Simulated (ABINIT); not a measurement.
# Single-point calculation, with input and output: SnO

System: SnO (4 atoms in the cell).
Method: Kohn-Sham DFT of a periodic cell, PBEsol, PseudoDojo NC SR PBEsol v0.4.1 standard, no spin polarisation (ABINIT 10.8.3).

The structure derives from a Materials Project entry.

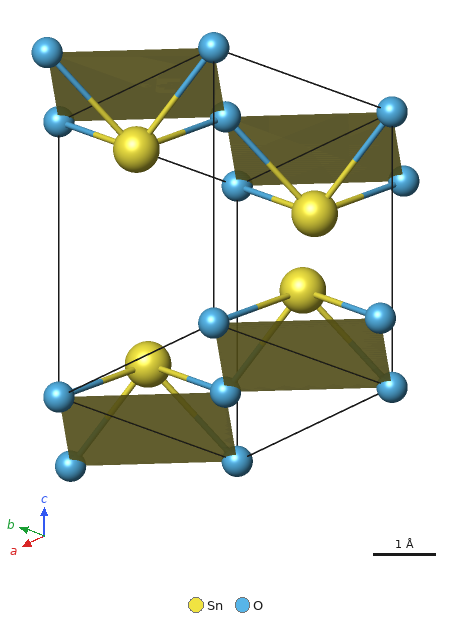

*The structure as given in the input (polyhedral view of the cell of the calculation, seen at an oblique angle; polyhedra are completed across the faces of the cell). An atom can appear more than once, as a periodic image.*

Results in brief

- outcome: converged
- space group (tolerance 0.01 Å): P4/nmm (129)
- electrons treated: 40
- free energy: −5177.1945 eV
- Fermi energy: 5.676 eV
- gap on the k-point mesh: 0.54 eV
- pressure: 0.05 GPa
- largest force (length of the vector): 0.153 eV/Å
- hardware: 1 thread of Arm Neoverse V1, 112 GiB of memory available, shared host
- wall time: 1.9 min
- peak memory: 0.12 GiB

The input
```
# Pseudopotentials
pp_dirpath "./"
pseudos "Sn.upf, O.upf"

# Structure
acell 3*1.0 Angstrom
rprim
     3.8136952200     0.0000000000     0.0000000000
     0.0000000000     3.8136952200     0.0000000000
     0.0000000000     0.0000000000     4.8869133000
ntypat 2
znucl 50 8
natom 4
typat 1 1 2 2
xred
     0.5000000000     0.0000000000     0.7646261400
     0.0000000000     0.5000000000     0.2353738600
     0.0000000000     0.0000000000     0.0000000000
     0.5000000000     0.5000000000     0.0000000000

# Plane-wave basis
ecut 42.0

# k points
kptopt 1
ngkpt 5 5 4
nshiftk 1
shiftk 0.0 0.0 0.0

# Exchange and correlation
ixc -116133

# Bands and occupations
nband 24
occopt 3
tsmear 0.00183747

# SCF cycle
nstep 100
tolvrs 1.0e-10

# Output
iomode 3
prtwf 0
prteig 0
prtebands 0
prtden 1
prtvha 1
prtvclmb 1
prtpot 1
prtelf 1
```

Launch command:
```bash
abinit run.abi > log 2>&1
```

The program's output
```
.Version 10.8.3 of ABINIT
 Symmetries : space group P4/n m m (#129); Bravais tP (primitive tetrag.)
================================================================================
 Values of the parameters that define the memory need of the present run
     intxc =       0    ionmov =       0      iscf =       7    lmnmax =       6
     lnmax =       6     mgfft =      54  mpssoang =       3    mqgrid =    3001
     natom =       4  nloc_mem =       1    nspden =       1   nspinor =       1
    nsppol =       1      nsym =      16    n1xccc =    2501    ntypat =       2
    occopt =       3   xclevel =       2
       mpw =        6255          nfft =      109350          nkpt =          18
================================================================================
================================================================================

--------------------------------------------------------------------------------
------------- Echo of variables that govern the present computation ------------
--------------------------------------------------------------------------------
 -outvars: echo values of preprocessed input variables --------
            acell      1.8897261259E+00  1.8897261259E+00  1.8897261259E+00 Bohr
              amu      1.18710000E+02  1.59994000E+01
             ecut      4.20000000E+01 Hartree
              ixc     -116133
         kptrlatt        5    0    0      0    5    0      0    0    4
          kptrlen      3.60341975E+01
            natom           4
            nband          24
            ngfft          45      45      54
             nkpt          18
            nstep         100
             nsym          16
           ntypat           2
           occopt           3
        prtebands           0
           prteig           0
           prtelf           1
           prtpot           1
         prtvclmb           1
           prtvha           1
            prtwf           0
            rprim      3.8136952200E+00  0.0000000000E+00  0.0000000000E+00
                       0.0000000000E+00  3.8136952200E+00  0.0000000000E+00
                       0.0000000000E+00  0.0000000000E+00  4.8869133000E+00
          spgroup         129
           tolvrs      1.00000000E-10
           tsmear      1.83747000E-03 Hartree
            typat      1  1  2  2
           xangst      1.9068476100E+00  0.0000000000E+00  3.7366616531E+00
                       0.0000000000E+00  1.9068476100E+00  1.1502516469E+00
                       0.0000000000E+00  0.0000000000E+00  0.0000000000E+00
                       1.9068476100E+00  1.9068476100E+00  0.0000000000E+00
            xcart      3.6034197467E+00  0.0000000000E+00  7.0612671495E+00
                       0.0000000000E+00  3.6034197467E+00  2.1736605885E+00
                       0.0000000000E+00  0.0000000000E+00  0.0000000000E+00
                       3.6034197467E+00  3.6034197467E+00  0.0000000000E+00
             xred      5.0000000000E-01  0.0000000000E+00  7.6462614000E-01
                       0.0000000000E+00  5.0000000000E-01  2.3537386000E-01
                       0.0000000000E+00  0.0000000000E+00  0.0000000000E+00
                       5.0000000000E-01  5.0000000000E-01  0.0000000000E+00
            znucl       50.00000    8.00000

================================================================================

 chkinp: Checking input parameters for consistency.

================================================================================
== DATASET  1 ==================================================================

--- !DatasetInfo
iteration_state: {dtset: 1, }
dimensions: {natom: 4, nkpt: 18, mband: 24, nsppol: 1, nspinor: 1, nspden: 1, mpw: 6255, }
cutoff_energies: {ecut:  42.0, pawecutdg:  -1.0, }
electrons: {nelect:   4.00000000E+01, charge:   0.00000000E+00, occopt:   3.00000000E+00, tsmear:   1.83747000E-03, }
meta: {optdriver: 0, ionmov: 0, optcell: 0, iscf: 7, paral_kgb: 0, }
...

 Real(R)+Recip(G) space primitive vectors, cartesian coordinates (Bohr,Bohr^-1):
 R(1)=  7.2068395  0.0000000  0.0000000  G(1)=  0.1387571  0.0000000  0.0000000
 R(2)=  0.0000000  7.2068395  0.0000000  G(2)=  0.0000000  0.1387571  0.0000000
 R(3)=  0.0000000  0.0000000  9.2349277  G(3)=  0.0000000  0.0000000  0.1082846
 Unit cell volume ucvol=  4.7964862E+02 bohr^3
 Angles (23,13,12)=  9.00000000E+01  9.00000000E+01  9.00000000E+01 degrees

 getcut: wavevector=  0.0000  0.0000  0.0000  ngfft=  45  45  54
         ecut(hartree)=     42.000   => boxcut(ratio)=   2.00434

--- Pseudopotential description ------------------------------------------------
- pspini: atom type   1  psp file is ./Sn.upf
12 -116133 2 -1 1628                          pspcod,pspxc,lmax,lloc,mmax
     nproj     2     2     2

- pspini: atom type   2  psp file is ./O.upf
12 -116133 2 -1 936                           pspcod,pspxc,lmax,lloc,mmax
     nproj     2     2     1

   3.09399674E+03                                ecore*ucvol(ha*bohr**3)
--------------------------------------------------------------------------------

================================================================================

--- !BeginCycle
iteration_state: {dtset: 1, }
solver: {iscf: 7, nstep: 100, nline: 4, wfoptalg: 0, }
tolerances: {tolvrs: 1.00E-10, }
...

     iter   Etot(hartree)      deltaE(h)  residm     vres2
 ETOT  1  -189.47654528880    -1.895E+02 2.658E-01 1.508E+03
 ETOT  2  -189.66884543450    -1.923E-01 1.288E-01 2.765E+03
 ETOT  3  -190.24502077549    -5.762E-01 7.727E-03 1.068E+02
 ETOT  4  -190.25264105181    -7.620E-03 3.165E-03 6.040E+01
 ETOT  5  -190.25551676688    -2.876E-03 3.138E-04 1.836E+01
 ETOT  6  -190.25833321089    -2.816E-03 5.221E-04 1.376E-01
 ETOT  7  -190.25838802508    -5.481E-05 9.856E-05 1.839E-03
 ETOT  8  -190.25838719666     8.284E-07 2.155E-04 5.047E-03
 ETOT  9  -190.25838840973    -1.213E-06 2.592E-05 2.248E-04
 ETOT 10  -190.25838843869    -2.896E-08 6.649E-05 1.113E-06
 ETOT 11  -190.25838843897    -2.868E-10 7.862E-06 1.387E-08
 ETOT 12  -190.25838843897     7.105E-13 2.164E-05 4.075E-09
 ETOT 13  -190.25838843898    -6.963E-12 4.462E-06 8.314E-12

 At SCF step   13       vres2   =  8.31E-12 < tolvrs=  1.00E-10 =>converged.

 Compute ELF
--------------------------------------------------------------------------------

 Compute kinetic energy density

 Compute gradient of the electron density
 Electron Localization Function (ELF) [min:0;max:1]
)     Maximum=    8.5599E-01  at reduced coord.    0.8667    0.0000    0.9444
)     Minimum=    2.5856E-08  at reduced coord.    0.0000    0.4889    0.2407
   Integrated=    1.3331E+02

--------------------------------------------------------------------------------
 End of ELF section

 Cartesian components of stress tensor (hartree/bohr^3)
  sigma(1 1)= -6.39605045E-06  sigma(3 2)=  0.00000000E+00
  sigma(2 2)= -6.39605045E-06  sigma(3 1)=  0.00000000E+00
  sigma(3 3)=  7.31612082E-06  sigma(2 1)=  0.00000000E+00

--- !ResultsGS
iteration_state: {dtset: 1, }
comment   : Summary of ground state results
lattice_vectors:
- [  7.2068395,   0.0000000,   0.0000000, ]
- [  0.0000000,   7.2068395,   0.0000000, ]
- [  0.0000000,   0.0000000,   9.2349277, ]
lattice_lengths: [   7.20684,    7.20684,    9.23493, ]
lattice_angles: [ 90.000,  90.000,  90.000, ] # degrees, (23, 13, 12)
lattice_volume:   4.7964862E+02
convergence: {deltae: -6.963E-12, res2:  8.314E-12, residm:  4.462E-06, diffor: null, }
etotal    :  -1.90258388E+02
entropy   :   0.00000000E+00
fermie    :   2.08594892E-01
cartesian_stress_tensor: # hartree/bohr^3
- [ -6.39605045E-06,   0.00000000E+00,   0.00000000E+00, ]
- [  0.00000000E+00,  -6.39605045E-06,   0.00000000E+00, ]
- [  0.00000000E+00,   0.00000000E+00,   7.31612082E-06, ]
pressure_GPa:   5.3703E-02
xred      :
- [  5.0000E-01,   0.0000E+00,   7.6463E-01, Sn]
- [  0.0000E+00,   5.0000E-01,   2.3537E-01, Sn]
- [  0.0000E+00,   0.0000E+00,   0.0000E+00,  O]
- [  5.0000E-01,   5.0000E-01,   0.0000E+00,  O]
cartesian_forces: # hartree/bohr
- [  1.50507549E-31,   3.28380106E-31,  -2.97336521E-03, ]
- [ -6.84125221E-32,  -1.09460035E-31,   2.97336521E-03, ]
- [  1.50507549E-31,  -3.28380106E-31,  -0.00000000E+00, ]
- [ -2.32602575E-31,   1.09460035E-31,  -0.00000000E+00, ]
force_length_stats: {min:   2.57070919E-31, max:   2.97336521E-03, mean:   1.48668260E-03, }
...

 Integrated electronic density in atomic spheres:
 ------------------------------------------------
 Atom  Sphere_radius  Integrated_density
    1        2.00000         10.50447532
    2        2.00000         10.50447532
    3        2.00000          6.18623068
    4        2.00000          6.17495976
================================================================================

 ----iterations are completed or convergence reached----

 Mean square residual over all n,k,spin=   32.023E-09; max=  44.625E-07
 reduced coordinates (array xred) for    4 atoms
       0.500000000000      0.000000000000      0.764626140000
       0.000000000000      0.500000000000      0.235373860000
       0.000000000000      0.000000000000      0.000000000000
       0.500000000000      0.500000000000      0.000000000000
 rms dE/dt=  1.1210E-02; max dE/dt=  2.7459E-02; dE/dt below (all hartree)
    1      -0.000000000000     -0.000000000000      0.027458812852
    2       0.000000000000      0.000000000000     -0.027458812852
    3      -0.000000000000      0.000000000000      0.000000000000
    4       0.000000000000     -0.000000000000      0.000000000000

 cartesian coordinates (angstrom) at end:
    1      1.90684761000000     0.00000000000000     3.73666165309366
    2      0.00000000000000     1.90684761000000     1.15025164690634
    3      0.00000000000000     0.00000000000000     0.00000000000000
    4      1.90684761000000     1.90684761000000     0.00000000000000

 cartesian forces (hartree/bohr) at end:
    1      0.00000000000000     0.00000000000000    -0.00297336520983
    2     -0.00000000000000    -0.00000000000000     0.00297336520983
    3      0.00000000000000    -0.00000000000000    -0.00000000000000
    4     -0.00000000000000     0.00000000000000    -0.00000000000000
 frms,max,avg= 1.2138713E-03 2.9733652E-03   0.000E+00  0.000E+00  0.000E+00 h/b

 cartesian forces (eV/Angstrom) at end:
    1      0.00000000000000     0.00000000000000    -0.15289658655512
    2     -0.00000000000000    -0.00000000000000     0.15289658655512
    3      0.00000000000000    -0.00000000000000    -0.00000000000000
    4     -0.00000000000000     0.00000000000000    -0.00000000000000
 frms,max,avg= 6.2419770E-02 1.5289659E-01   0.000E+00  0.000E+00  0.000E+00 e/A
 length scales=  1.889726125908  1.889726125908  1.889726125908 bohr
              =  1.000000000000  1.000000000000  1.000000000000 angstroms
 Fermi (or HOMO) energy (hartree) =   0.20859   Average Vxc (hartree)=  -0.38977
 Eigenvalues (hartree) for nkpt=  18  k points:
 kpt#   1, nband= 24, wtk=  0.01000, kpt=  0.0000  0.0000  0.0000 (reduced coord)
  -0.60441   -0.58904   -0.58904   -0.58853   -0.58719   -0.58695   -0.58528   -0.58494
  -0.58439   -0.58439   -0.53765   -0.43841   -0.08226   -0.04244   -0.02939   -0.02939
   0.07377    0.08490    0.08490    0.19985    0.27383    0.35455    0.37343    0.37343
      occupation numbers for kpt#   1
   2.00000    2.00000    2.00000    2.00000    2.00000    2.00000    2.00000    2.00000
   2.00000    2.00000    2.00000    2.00000    2.00000    2.00000    2.00000    2.00000
   2.00000    2.00000    2.00000    1.98300    0.00000    0.00000    0.00000    0.00000
 prteigrs : prtvol=0 or 1, do not print more k-points.

--- !EnergyTerms
iteration_state     : {dtset: 1, }
comment             : Components of total free energy in Hartree
kinetic             :  1.16224865624095E+02
hartree             :  4.88245352986879E+01
xc                  : -5.19123154151675E+01
Ewald energy        : -1.17059765118233E+02
psp_core            :  6.45054859282134E+00
local_psp           : -1.43034093466665E+02
non_local_psp       : -4.97521593086824E+01
internal            : -1.90258383793143E+02
'-kT*entropy'       : -4.64583743160544E-06
total_energy        : -1.90258388438980E+02
total_energy_eV     : -5.17719449435098E+03
band_energy         : -1.33200916393576E+01
...

 Cartesian components of stress tensor (hartree/bohr^3)
  sigma(1 1)= -6.39605045E-06  sigma(3 2)=  0.00000000E+00
  sigma(2 2)= -6.39605045E-06  sigma(3 1)=  0.00000000E+00
  sigma(3 3)=  7.31612082E-06  sigma(2 1)=  0.00000000E+00

-Cartesian components of stress tensor (GPa)         [Pressure=  5.3703E-02 GPa]
- sigma(1 1)= -1.88178301E-01  sigma(3 2)=  0.00000000E+00
- sigma(2 2)= -1.88178301E-01  sigma(3 1)=  0.00000000E+00
- sigma(3 3)=  2.15247706E-01  sigma(2 1)=  0.00000000E+00

== END DATASET(S) ==============================================================
================================================================================

 -outvars: echo values of variables after computation  --------
            acell      1.8897261259E+00  1.8897261259E+00  1.8897261259E+00 Bohr
           etotal     -1.9025838844E+02
            fcart      1.5050754851E-31  3.2838010584E-31 -2.9733652098E-03
                      -6.8412522051E-32 -1.0946003528E-31  2.9733652098E-03
                       1.5050754851E-31 -3.2838010584E-31 -0.0000000000E+00
                      -2.3260257497E-31  1.0946003528E-31 -0.0000000000E+00
            rprim      3.8136952200E+00  0.0000000000E+00  0.0000000000E+00
                       0.0000000000E+00  3.8136952200E+00  0.0000000000E+00
                       0.0000000000E+00  0.0000000000E+00  4.8869133000E+00
           strten     -6.3960504492E-06 -6.3960504492E-06  7.3161208241E-06
                       0.0000000000E+00  0.0000000000E+00  0.0000000000E+00
           xangst      1.9068476100E+00  0.0000000000E+00  3.7366616531E+00
                       0.0000000000E+00  1.9068476100E+00  1.1502516469E+00
                       0.0000000000E+00  0.0000000000E+00  0.0000000000E+00
                       1.9068476100E+00  1.9068476100E+00  0.0000000000E+00
             xred      5.0000000000E-01  0.0000000000E+00  7.6462614000E-01
                       0.0000000000E+00  5.0000000000E-01  2.3537386000E-01
                       0.0000000000E+00  0.0000000000E+00  0.0000000000E+00
                       5.0000000000E-01  5.0000000000E-01  0.0000000000E+00
 Calculation completed.
```

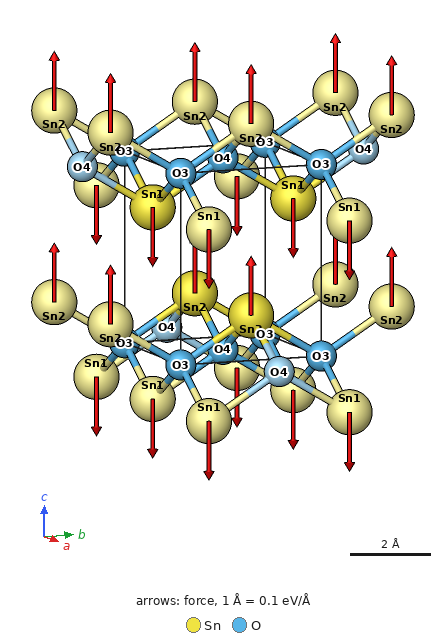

*Forces on the atoms as red arrows (ball-and-stick view of the cell of the calculation, seen slightly off an axis; neighbours outside the cell are drawn fainter; atoms are numbered from 1 in the order of the input).*

The largest act on Sn1, Sn2 (0.15 eV/Å). The geometry is not a stationary point of this energy.
